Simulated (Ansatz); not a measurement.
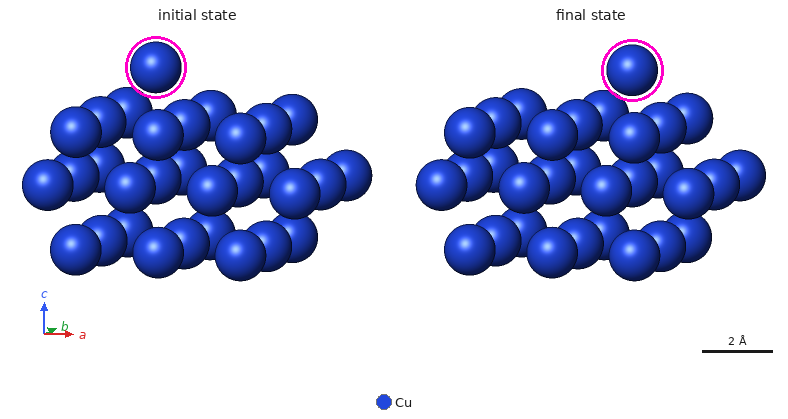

The two relaxed end points of a path for Cu on Cu(100) (28 atoms in the cell). Style: spheres-only. Shown: the simulation cell, with the vacuum cut short (origin moved), slightly off an axis. The moving atom is ringed, with any periodic copies.

Computed with DFT LDA, scalar-relativistic, plane waves, PAW (Ansatz).

Set-up: plane-wave cutoff 420 eV; k-point mesh 3 × 3 × 1; Gaussian smearing 0.1 eV; 9 atoms held fixed; 3 movable images; climbing image; force threshold 0.04 eV/Å; iteration limit 80.

Start:
```
CELL_PARAMETERS angstrom
7.46705 0.00000 0.00000
0.00000 7.46705 0.00000
0.00000 0.00000 15.52000
ATOMIC_POSITIONS crystal
Cu 0.00000 0.00000 0.38660
Cu 0.33333 0.00000 0.38660
Cu 0.66667 0.00000 0.38660
Cu 0.00000 0.33333 0.38660
Cu 0.33333 0.33333 0.38660
Cu 0.66667 0.33333 0.38660
Cu 0.00000 0.66667 0.38660
Cu 0.33333 0.66667 0.38660
Cu 0.66667 0.66667 0.38660
Cu 0.16669 0.16668 0.49671
Cu 0.49914 0.16667 0.49647
Cu 0.83425 0.16667 0.49648
Cu 0.16667 0.49912 0.49647
Cu 0.49955 0.49956 0.49635
Cu 0.83379 0.49954 0.49636
Cu 0.16667 0.83424 0.49648
Cu 0.49954 0.83378 0.49635
Cu 0.83380 0.83380 0.49637
Cu 0.99653 0.99653 0.60858
Cu 0.33684 0.99650 0.60856
Cu 0.66668 0.00073 0.60659
Cu 0.99652 0.33682 0.60857
Cu 0.33686 0.33686 0.60855
Cu 0.66668 0.33263 0.60659
Cu 0.00075 0.66667 0.60659
Cu 0.33264 0.66668 0.60659
Cu 0.66668 0.66667 0.60533
Cu 0.16678 0.16672 0.70475
```

End:
```
CELL_PARAMETERS angstrom
7.46705 0.00000 0.00000
0.00000 7.46705 0.00000
0.00000 0.00000 15.52000
ATOMIC_POSITIONS crystal
Cu 0.00000 0.00000 0.38660
Cu 0.33333 0.00000 0.38660
Cu 0.66667 0.00000 0.38660
Cu 0.00000 0.33333 0.38660
Cu 0.33333 0.33333 0.38660
Cu 0.66667 0.33333 0.38660
Cu 0.00000 0.66667 0.38660
Cu 0.33333 0.66667 0.38660
Cu 0.66667 0.66667 0.38660
Cu 0.16759 0.16667 0.49648
Cu 0.50002 0.16668 0.49671
Cu 0.83247 0.16667 0.49647
Cu 0.16712 0.49954 0.49636
Cu 0.50000 0.49912 0.49647
Cu 0.83289 0.49956 0.49635
Cu 0.16713 0.83380 0.49637
Cu 0.50000 0.83424 0.49648
Cu 0.83288 0.83378 0.49635
Cu 0.00001 0.00073 0.60659
Cu 0.32987 0.99653 0.60858
Cu 0.67017 0.99650 0.60856
Cu 0.00002 0.33263 0.60659
Cu 0.32986 0.33682 0.60857
Cu 0.67020 0.33686 0.60855
Cu 0.00002 0.66667 0.60533
Cu 0.33408 0.66667 0.60659
Cu 0.66597 0.66668 0.60659
Cu 0.50012 0.16672 0.70475
```

Predict the minimum-energy path and its barrier.

Answer. The two ends have the same energy, and the highest point, image 2, lies 0.70 eV above the start. The adsorbate starts on a hollow site and hops by a lattice vector of the surface; other mechanisms, such as exchange with a surface atom, weren't searched. A Cu atom travels furthest, 2.49 Å from end to end, on a path that bends up to 0.26 Å away from the straight line. At the highest image its nearest neighbour (Cu) is 2.24 Å away, against 2.34 Å at the start, and the surrounding atoms stand up to 0.08 Å off the mean of their end positions. The band converged in 5 iterations, with a climbing image at the top.

Energies of the converged images:

| image | path (Å) | E (eV) |
| --- | --- | --- |
| 0 | 0.00 | 0.000 |
| 1 | 0.66 | 0.349 |
| 2 | 1.33 | 0.701 |
| 3 | 1.99 | 0.348 |
| 4 | 2.66 | 0.000 |

The geometry at the top of the path:

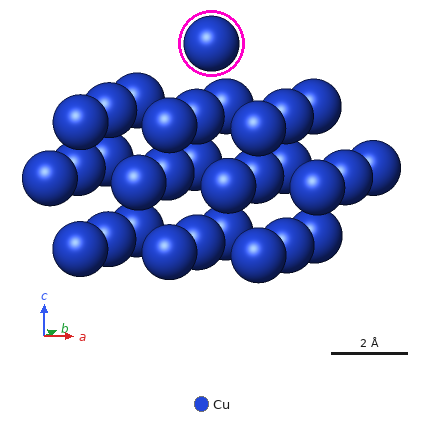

Limits of the set-up: the periodic images lie only 7.5 Å apart, so the values are limited by the cell's size.

Cost: 8.5 min on 8 threads of AMD EPYC 9R45 96-Core Processor (Zen 5), with other jobs on the host, peak memory 11 GiB.
